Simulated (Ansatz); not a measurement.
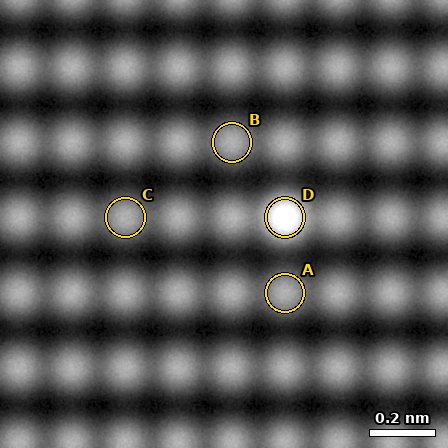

Dark-field STEM-like image of Ni (Pm-3m, No. 221) along [110]. The image is simulated as a sum over atoms of Z^1.7, blurred by a 1.14 Å probe (no channelling). The probe carries 15 % of its weight in a tail 2.5 times as wide. The display is stretched by a gamma of 0.65; percentages refer to the linear signal. Shot noise was added.

The sample is 4 repeats (13.3 Å) thick. One point defect was put into the perfect crystal, without relaxing the atoms around it. Brightness is counted from the darkest point of the image. Host structure: the end point of a relaxation with Ansatz 0.2.0, DFT, RPBE, plane waves (420 eV) with PAW, scalar-relativistic; the starting structure was generated, so it need not be a known form of this composition.

Which ringed column holds the defect, and does it scatter more or less than its equals?

Answer. D; it scatters more. The column holds 4 atoms (Ni) through the sample, and one Ni atom is replaced by Pt, so its peak rises to about 225 % of that of its equals.
